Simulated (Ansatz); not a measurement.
## Ta: geometry relaxation (part 2 of 2)

Continued. System: Ta (2 atoms in the cell). Method: DFT r2SCAN, scalar-relativistic, plane waves, PAW, no spin polarisation (Ansatz 0.2.0); cutoff 500 eV, 18×18×8 k-mesh, Gaussian smearing of 0.1 eV. The structure derives from a Materials Project entry.

Geometry of the input (Å; fractional positions):
```
2.9004  0.0000  0.0000
-1.4502  2.5118  0.0000
0.0000  0.0000  5.1663
Ta 0.6667  0.3333  0.7500
Ta 0.3333  0.6667  0.2500
```

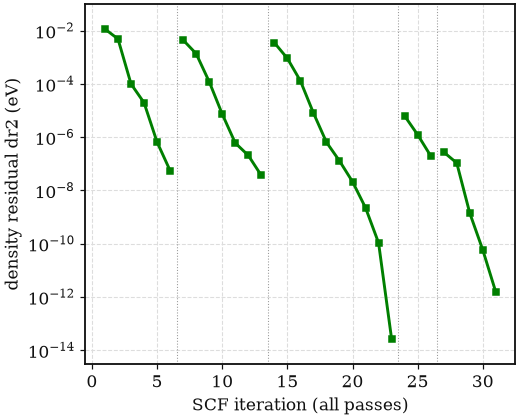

**Figure 1.** Convergence of the self-consistent field: density residual dr2 against the SCF iteration. The dotted lines part the SCF passes of the relaxation: geometry steps, rejected trials and re-solves on a re-selected basis. The 5 passes take 3 to 10 iterations each, 31 in all.

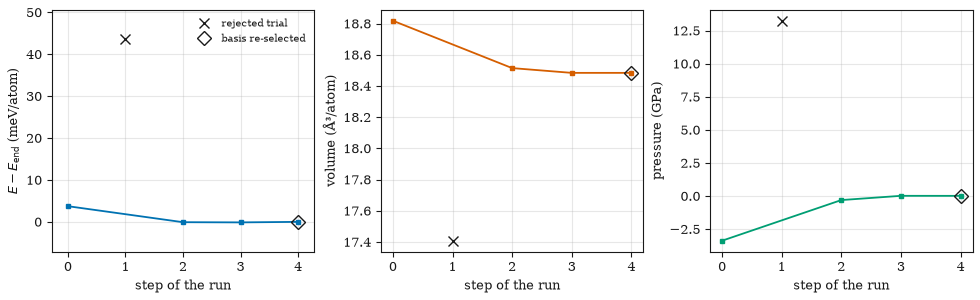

**Figure 2.** Progress of the relaxation, step by step (the first geometry is step 0 here and step 1 in the log).

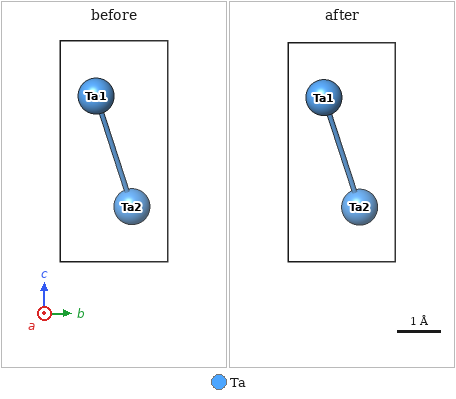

**Figure 3.** Before (left) and after (right) the relaxation, at one scale (ball-and-stick view of the cell of the calculation, along the a axis). The atoms keep their places relative to the cell (all moves are under 0.005 Å). The drawn cell changes as follows: a = b 2.900 → 2.888 Å (−0.4 %), c 5.166 → 5.118 Å (−0.9 %); the volume changes by −1.8 %. Among the contacts that change: Ta1–Ta2 3.078 → 3.054 Å, Ta1–Ta1 2.900 → 2.888 Å. The space group stays P6_3/mmc (No. 194). The energy falls by 3.9 meV per atom in 3 geometry steps. All forces vanish by symmetry, so only the cell relaxes. Pressure: −3.37 GPa at the start and 0.02 GPa at the end. The line search rejected the trial step at point 1 (counted from 0) and went back. A last SCF at the same geometry on a re-selected plane-wave basis shifts the energy by +0.1 meV per atom. (Atoms are counted from 1 in the order of the input.)

```
basis re-selected at this cell: Δ(F+E_penalty+E_count) = +2.490e-4 eV, ΔP = -0.003 GPa vs the last step (what re-selecting the basis moved, of the pressure what is left beyond the Pulay correction that the steps carried, after the strain that the cell walked since its last selection, with what the two solves' SCF thresholds leave and, on support functions, any second-order correction that the steps lacked; it is no measure of the basis error at this ecutwfc). This SCF's stress stands 3.39e-2 GPa from its target on what of the cell is left free (relax.cell.stress_tol is 5.00e-2 GPa) and its largest allowed force component is 3.47e-17 eV/Å (relax.f_tol is 5.00e-3 eV/Å): within both
SCF converged after 5 iterations
Free energy (F): -19888.035210 eV
Harris-Foulkes:  -19888.035210 eV  (|F-HF|=7.28e-12)
Internal energy: -19888.023143 eV  (E = F + TS)
E sigma→0 (E₀):  -19888.029176 eV
Entropy (-TS):   -0.012067 eV (-6.033 meV/atom)
Fermi energy:    18.416312 eV
--- Per-component energies (eV) ---
  E_band       = -246.067071
  E_kinetic    = 733.094965
  E_local      = -1132.116100  (includes V_loc(G=0)·N_el)
  E_nonlocal   = 29.818571
  E_hartree    = 392.323365
  E_xc         = -408.309289
  E_vxc        = -443.416639  (∫ρ·V_xc dr)
  E_paw        = -16845.729669  (= ΣΔE_a)
  E_vpaw       = -240.512082  (= ΣTr[D̂ρ^β])
  E_aug_tail   = 0.000159  (compensation charges beyond the density's cutoff)
  E_vtau       = 22.417302  (kinetic-family band-sum trace: ∫τ·v_τ [+ j·A + Jᵃ·Aᵃ] dr)
  E_ewald      = -2655.592584
  E_core_change = -1.512561  (= ΣΔE_core)
  E_smearing   = -0.012067  (= −TS)
  E_closure    = 0.000000  (closes the sum)
  Σ components = -19888.035210   (vs F -19888.035210, Δ=0.00e0)
--- Forces (eV/Å), atoms counted from 1 ---
  atom   1  Ta     0.00000000    -0.00000000     0.00000000
  atom   2  Ta    -0.00000000     0.00000000     0.00000000
  max |Σ_I F_I| component: 4.63e-18 eV/Å
--- Stress (GPa, compression-positive) ---
        0.033865       0.000000       0.000000
       -0.000000       0.033865       0.000000
        0.000000       0.000000      -0.017298
  P = ⅓ Tr σ = 0.0168 GPa (0.168 kbar)
--- Band table (eV; the first three rows and the last of 185) ---
  k-point 0: bands = ["-50.9665", "-50.8942", "-17.3193", "-16.3957", "-16.2949", "-16.2949", "-16.2032", "-16.2032", "9.7576", "13.2340", "17.8591", "18.1420", "19.0972", "19.0972", "19.7088", "19.7088", "21.6752"]
  k-point 1: bands = ["-50.9638", "-50.8970", "-17.2861", "-16.4330", "-16.2915", "-16.2915", "-16.2067", "-16.2067", "9.9029", "13.1644", "17.7777", "17.9214", "19.0772", "19.0772", "19.6477", "19.6477", "21.8183"]
  k-point 2: bands = ["-50.9560", "-50.9049", "-17.1909", "-16.5384", "-16.2816", "-16.2816", "-16.2167", "-16.2167", "10.3210", "12.9126", "17.4725", "17.5651", "19.0488", "19.0488", "19.4931", "19.4931", "22.1977"]
  k-point 184: bands = ["-50.8195", "-50.8195", "-17.1467", "-17.1467", "-17.0255", "-17.0255", "-16.5485", "-16.5485", "15.8968", "15.8968", "16.2933", "16.2933", "17.6872", "17.6872", "20.1237", "20.1237", "23.9103"]
--- Relaxed structure (4 steps of the walk, 3 accepted, 1 SCFs on fresh bases) ---
  F+E_penalty+E_count = -19888.03520981 eV   max|allowed force component| = 3.469e-17 eV/Å   (the final SCF, on the basis selected at the relaxed cell)
  cell:  # Å, volume = 36.9685 Å³
    - [2.8879886105732573, 0.0, 0.0]
    - [-1.4439943052866286, 2.501071502596565, 0.0]
    - [0.0, 0.0, 5.1181138697111965]
  atoms:
    - { symbol: Ta, position: [0.6666666666666665, 0.33333333333333326, 0.7499999999999999] }
    - { symbol: Ta, position: [0.33333333333333326, 0.6666666666666665, 0.24999999999999997] }
```

Trajectory as extended XYZ (Å, eV, eV/Å), 5 frames, from step=1 to step=5
```
2
Lattice="2.9004 0.0000 0.0000 -1.4502 2.5118 0.0000 0.0000 0.0000 5.1663" Properties=species:S:1:pos:R:3:forces:R:3 step=1 energy=-19888.02773 pressure_GPa=-3.37
Ta    1.4502    0.8373    3.8747    0.0000   0.0000   0.0000
Ta    0.0000    1.6745    1.2916    0.0000   0.0000   0.0000
2
Lattice="2.8458 0.0000 0.0000 -1.4229 2.4645 0.0000 0.0000 0.0000 4.9641" Properties=species:S:1:pos:R:3:forces:R:3 step=2 energy=-19887.94795 pressure_GPa=13.25 accepted=F
Ta    1.4229    0.8215    3.7231    0.0000   0.0000   0.0000
Ta    0.0000    1.6430    1.2410    0.0000   0.0000   0.0000
2
Lattice="2.8889 0.0000 0.0000 -1.4444 2.5018 0.0000 0.0000 0.0000 5.1235" Properties=species:S:1:pos:R:3:forces:R:3 step=3 energy=-19888.03537 pressure_GPa=-0.30
Ta    1.4444    0.8339    3.8426    0.0000   0.0000   0.0000
Ta    0.0000    1.6679    1.2809    0.0000   0.0000   0.0000
2
Lattice="2.8880 0.0000 0.0000 -1.4440 2.5011 0.0000 0.0000 0.0000 5.1181" Properties=species:S:1:pos:R:3:forces:R:3 step=4 energy=-19888.03546 pressure_GPa=0.02
Ta    1.4440    0.8337    3.8386    0.0000   0.0000   0.0000
Ta    0.0000    1.6674    1.2795    0.0000   0.0000   0.0000
2
Lattice="2.8880 0.0000 0.0000 -1.4440 2.5011 0.0000 0.0000 0.0000 5.1181" Properties=species:S:1:pos:R:3:forces:R:3 step=5 energy=-19888.03521 pressure_GPa=0.02
Ta    1.4440    0.8337    3.8386    0.0000   0.0000   0.0000
Ta    0.0000    1.6674    1.2795    0.0000   0.0000   0.0000
```

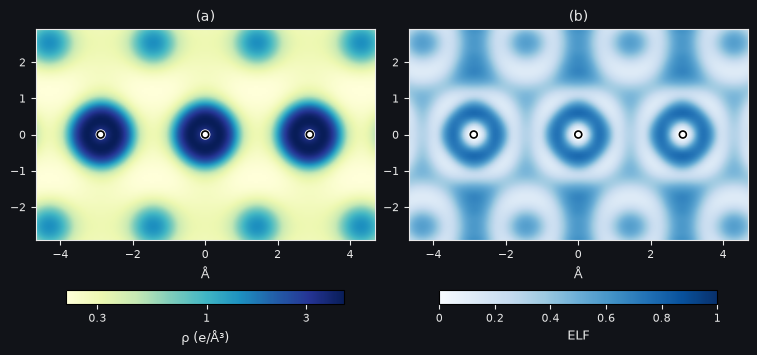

**Figure 4.** (a) valence electron density; (b) electron localisation function on the (100) plane of the conventional cell. Circles mark the nuclei in the plane (Ta). Ta–Ta (2.89 Å): ρ at the midpoint is about 0.3 e/Å³; the ELF is about 0.30 at the midpoint (no shared electron pair). Away from the nuclei the density in this plane falls to 0.21 e/Å³ at its lowest.  The strong features right at Ta lie inside the PAW spheres (semicore, d or f shells) and say nothing about bonding. In a PAW calculation such maps are meaningful between the atoms, not at the nuclei.

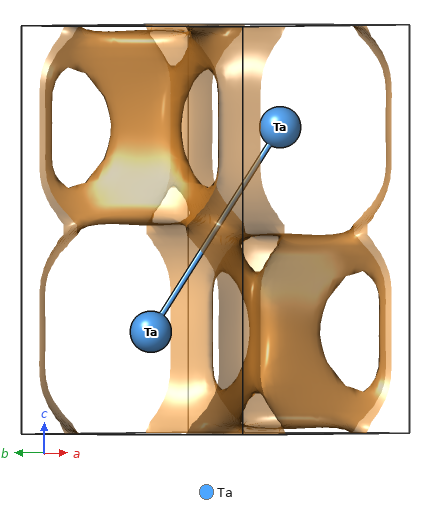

**Figure 5.** Isosurface of the ELF at 0.4 (orange), seen at an oblique angle. Only the valence region is drawn (cores and ρ < 0.01 e/Å³ removed). Sticks mark near contacts. The outline is the cell set on symmetry axes. Along the contacts the grid gives the following. Ta–Ta (2.89 Å): the ELF is about 0.30 at the midpoint (no shared electron pair). Ta–Ta (3.05 Å): the ELF is about 0.35 at the midpoint; no localised pair between them.
